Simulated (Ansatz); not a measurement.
**Two runs on Si**

System: Si (P6₃/mmc, 4 atoms in the cell).
Method of run A: DFT PBEsol, scalar-relativistic, plane waves, PAW, no spin polarisation (Ansatz 0.2.0).

The structure derives from a Materials Project entry. Text and figures count atoms from 1; the logs count them from 0 in places.

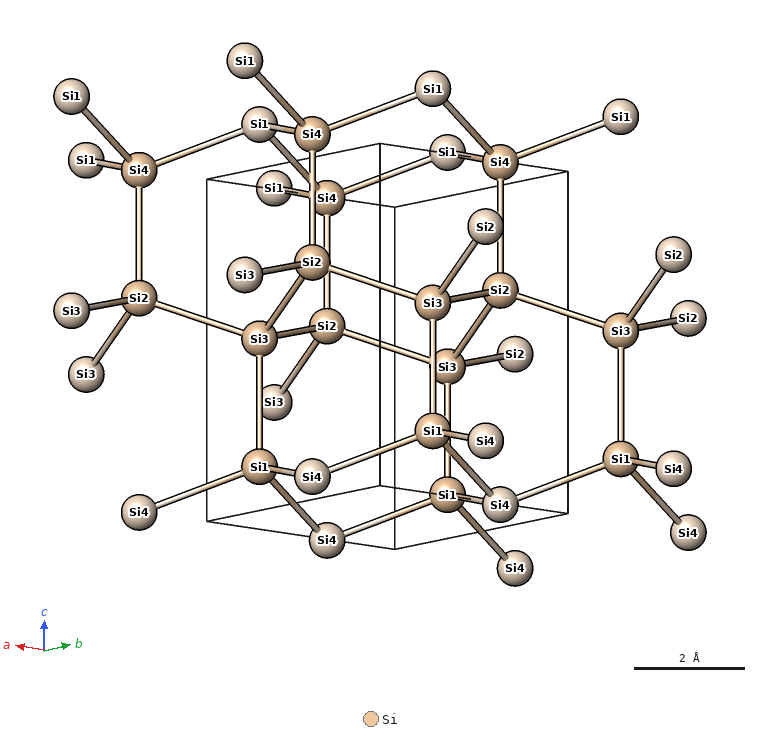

**Figure 1.** The structure (ball-and-stick view of the cell of the calculation, repeated 2 × 2 × 1, seen at an oblique angle; neighbours outside the cell are drawn fainter; atoms are numbered from 1 in the order of the input). Near neighbours in the crystal (not all of them lie inside the picture): Si has 4 Si at 2.36 to 2.46 Å.

## Input, run A
```yaml
crystal:
  lattice:
    - [3.8313174605, 0.0, 0.0]
    - [-1.9156587303, 3.3180182508, 0.0]
    - [0.0, 0.0, 6.5859268802]
  atoms:
    - { symbol: Si, position: [0.3333333333, 0.6666666667, 0.0630095] }
    - { symbol: Si, position: [0.6666666667, 0.3333333333, 0.5630095] }
    - { symbol: Si, position: [0.3333333333, 0.6666666667, 0.4369905] }
    - { symbol: Si, position: [0.6666666667, 0.3333333333, 0.9369905] }
basis:
  ecutwfc: 420
kpoints:
  mp_grid: { grid: [12, 12, 6] }
hamiltonian:
  xc: pbesol
scf:
  occupations: { method: gaussian, width: 0.03 }
output:
  forces: true
  stress: true
  eigenvalues: true
```

Launched with:
```bash
ansatz run input.yaml --threads 1 --pin off --max-ram 2560MiB --backend cpu --events-out ev --progress --plain --runs-dir out
```

Hardware: 1 thread of AMD EPYC (Zen 3), 32 GiB of memory available, shared host.

## Output, shortened to warnings, some set-up lines, iterations and results (run A)
```
Basis set: ecut = 420 eV, 1631 PW (Γ), exchange–correlation on 54×54×90 points (8 copies of the dense FFT grid, shifted against one another)
Symmetry: 24 space group operations
k-points: 76 of 864
Initial density: superposition of atomic densities (neutral atoms: chi_scale 0, normalization atom), corrected by the library's trained network
[...]
SCF iter   1: F=—  HF=-2485.839558 eV  |F-HF|=—  |Δ(HF+E_count)|=         —  Δρ=2.90e-3  dr2=8.99e-3  ethr=1.77e-3  ⟨swp⟩=6.5  Hψ=6737  notcnv=0
SCF iter   2: F=—  HF=-2485.838150 eV  |F-HF|=—  |Δ(HF+E_count)|=   1.41e-3  Δρ=1.10e-3  dr2=1.06e-3  ethr=5.62e-5  ⟨swp⟩=2.3  Hψ=2103  notcnv=0
SCF iter   3: F=—  HF=-2485.838110 eV  |F-HF|=—  |Δ(HF+E_count)|=   3.92e-5  Δρ=1.68e-4  dr2=1.34e-5  ethr=6.63e-6  ⟨swp⟩=2.2  Hψ=1532  notcnv=0
SCF iter   4: F=—  HF=-2485.838136 eV  |F-HF|=—  |Δ(HF+E_count)|=   2.52e-5  Δρ=1.44e-5  dr2=1.39e-7  ethr=8.37e-8  ⟨swp⟩=2.8  Hψ=1602  notcnv=0
SCF iter   5: F=-2485.838136 eV  HF=-2485.838136 eV  |F-HF|=3.29e-9  |Δ(HF+E_count)|=   4.57e-9  Δρ=3.45e-6  dr2=6.04e-9  ethr=8.68e-10  ⟨swp⟩=2.8  Hψ=1596  notcnv=0
SCF iter   6: F=-2485.838136 eV  HF=-2485.838136 eV  |F-HF|=1.82e-11  |Δ(HF+E_count)|=   3.95e-9  Δρ=6.14e-7  dr2=2.52e-10  ethr=3.77e-11  ⟨swp⟩=1.5  Hψ=2969  notcnv=0
SCF 1 converged in 6 iterations: F = -2485.838136 eV  dr2 = 2.52e-10
SCF converged after 6 iterations
Free energy (F): -2485.838136 eV
Harris-Foulkes:  -2485.838136 eV  (|F-HF|=1.82e-11)
Internal energy: -2485.838136 eV  (E = F + TS)
E sigma→0 (E₀):  -2485.838136 eV
Fermi energy:    6.222777 eV
--- Per-component energies (eV) ---
  E_band       = 12.222762
  E_kinetic    = 158.313985
  E_local      = -115.813290  (includes V_loc(G=0)·N_el)
  E_nonlocal   = 103.119118
  E_hartree    = 30.901379
  E_xc         = -217.376451
  E_vxc        = -185.604278  (∫ρ·V_xc dr)
  E_paw        = -1995.455477  (= ΣΔE_a)
  E_vpaw       = -9.595509  (= ΣTr[D̂ρ^β])
  E_aug_tail   = 0.000023  (compensation charges beyond the density's cutoff)
  E_ewald      = -449.653666
  E_core_change = 0.126243  (= ΣΔE_core)
  E_smearing   = -0.000000  (= −TS)
  E_closure    = -0.000000  (closes the sum)
  Σ components = -2485.838136   (vs F -2485.838136, Δ=0.00e0)
--- Forces (eV/Å), atoms counted from 1 ---
  atom   1  Si    -0.00000000     0.00000000     0.27945565
  atom   2  Si     0.00000000    -0.00000000     0.27945565
  atom   3  Si    -0.00000000     0.00000000    -0.27945565
  atom   4  Si     0.00000000    -0.00000000    -0.27945565
  max |Σ_I F_I| component: 5.55e-17 eV/Å
--- Stress (GPa, compression-positive) ---
       -1.176808      -0.000000      -0.000000
       -0.000000      -1.176808       0.000000
       -0.000000       0.000000      -8.439464
  P = ⅓ Tr σ = -3.5977 GPa (-35.977 kbar)
```

For run B the input was changed thus:
```diff
-  mp_grid: { grid: [12, 12, 6] }
+  mp_grid: { grid: [12, 11, 7] }
+  max_iter: 80
```

What does this change do to the results?

The free energy of run B is 0.01 meV per atom lower, which comes mainly from the change of mesh; a solver setting shouldn't move a converged energy. The number of SCF iterations is the same. The irreducible k-points go from 76 to 268. On the same kind of shared host run B took about 2.3 times as long.

## Output, shortened to warnings, some set-up lines, iterations and results (run B)
```
Warning: crystal.symmetry: narrowed to the stabiliser of the k-point mesh — unitary ops 24 → 4; excluded 20 operations that carry a point of the 12×11×7 mesh (shift [0, 0, 0]) off the mesh (the run samples exactly the mesh kpoints.mp_grid names, as under crystal.symmetry.detect: false, and its converged state has the mesh's symmetry, not the crystal's; ε∞, the Born charges and the force constants …
Basis set: ecut = 420 eV, 1631 PW (Γ), exchange–correlation on 54×54×90 points (8 copies of the dense FFT grid, shifted against one another)
Symmetry: 4 space group operations
k-points: 268 of 924
Initial density: superposition of atomic densities (neutral atoms: chi_scale 0, normalization atom), corrected by the library's trained network
[...]
SCF iter   1: F=—  HF=-2485.839605 eV  |F-HF|=—  |Δ(HF+E_count)|=         —  Δρ=2.90e-3  dr2=9.00e-3  ethr=1.77e-3  ⟨swp⟩=6.5  Hψ=23938  notcnv=0
SCF iter   2: F=—  HF=-2485.838186 eV  |F-HF|=—  |Δ(HF+E_count)|=   1.42e-3  Δρ=1.10e-3  dr2=1.06e-3  ethr=5.62e-5  ⟨swp⟩=2.4  Hψ=7450  notcnv=0
SCF iter   3: F=—  HF=-2485.838147 eV  |F-HF|=—  |Δ(HF+E_count)|=   3.91e-5  Δρ=1.68e-4  dr2=1.33e-5  ethr=6.63e-6  ⟨swp⟩=2.2  Hψ=5399  notcnv=0
SCF iter   4: F=—  HF=-2485.838174 eV  |F-HF|=—  |Δ(HF+E_count)|=   2.65e-5  Δρ=1.39e-5  dr2=1.27e-7  ethr=8.33e-8  ⟨swp⟩=2.9  Hψ=5723  notcnv=0
SCF iter   5: F=-2485.838174 eV  HF=-2485.838174 eV  |F-HF|=2.06e-9  |Δ(HF+E_count)|=   4.17e-9  Δρ=2.93e-6  dr2=4.95e-9  ethr=7.95e-10  ⟨swp⟩=2.9  Hψ=5747  notcnv=0
SCF iter   6: F=-2485.838174 eV  HF=-2485.838174 eV  |F-HF|=2.32e-11  |Δ(HF+E_count)|=   2.78e-9  Δρ=5.81e-7  dr2=2.53e-10  ethr=3.10e-11  ⟨swp⟩=1.8  Hψ=10661  notcnv=0
SCF 1 converged in 6 iterations: F = -2485.838174 eV  dr2 = 2.53e-10
SCF converged after 6 iterations
Free energy (F): -2485.838174 eV
Harris-Foulkes:  -2485.838174 eV  (|F-HF|=2.32e-11)
Internal energy: -2485.838174 eV  (E = F + TS)
E sigma→0 (E₀):  -2485.838174 eV
Fermi energy:    6.232432 eV
--- Per-component energies (eV) ---
  E_band       = 12.222626
  E_kinetic    = 158.313806
  E_local      = -115.813273  (includes V_loc(G=0)·N_el)
  E_nonlocal   = 103.119331
  E_hartree    = 30.901266
  E_xc         = -217.376488
  E_vxc        = -185.604304  (∫ρ·V_xc dr)
  E_paw        = -1995.455416  (= ΣΔE_a)
  E_vpaw       = -9.595444  (= ΣTr[D̂ρ^β])
  E_aug_tail   = 0.000023  (compensation charges beyond the density's cutoff)
  E_ewald      = -449.653666
  E_core_change = 0.126243  (= ΣΔE_core)
  E_smearing   = -0.000000  (= −TS)
  E_closure    = -0.000000  (closes the sum)
  Σ components = -2485.838174   (vs F -2485.838174, Δ=0.00e0)
--- Forces (eV/Å), atoms counted from 1 ---
  atom   1  Si    -0.00001645    -0.00006823     0.27906376
  atom   2  Si     0.00001645     0.00006823     0.27906376
  atom   3  Si    -0.00001645    -0.00006823    -0.27906376
  atom   4  Si     0.00001645     0.00006823    -0.27906376
  max |Σ_I F_I| component: 5.55e-17 eV/Å
--- Stress (GPa, compression-positive) ---
       -1.180299      -0.003230       0.000000
       -0.003230      -1.177523       0.000000
        0.000000       0.000000      -8.434566
  P = ⅓ Tr σ = -3.5975 GPa (-35.975 kbar)
```

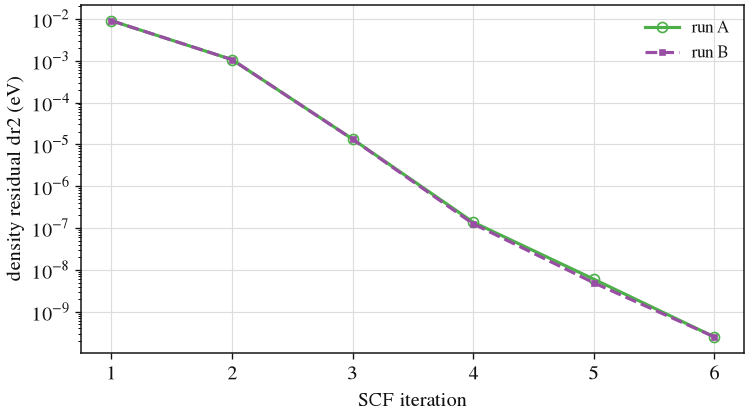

**Figure 2.** Convergence of the two runs: density residual dr2 against the SCF iteration. Run A takes 6 iterations in all, and run B takes 6.

## The two runs side by side

```csv
quantity,run A,run B
outcome,converged,converged
free energy per atom (eV),−621.4595,−621.4595
gap on the mesh (eV),0.52,0.54
pressure (GPa),−3.60,−3.60
largest force (eV/Å),0.279,0.279
SCF iterations,6,6
irreducible k-points,76,268
plane waves at Γ,1631,1631
wall time (shared host),6.8 s,16 s
```

For run B: The input was spoiled on purpose: a mesh that breaks the symmetry (`kpoints.mp_grid.grid`). It did no harm here: the run converged to the energy of the sound run within 1 meV per atom. Warnings: the k-point mesh lowers the symmetry that the run can use.
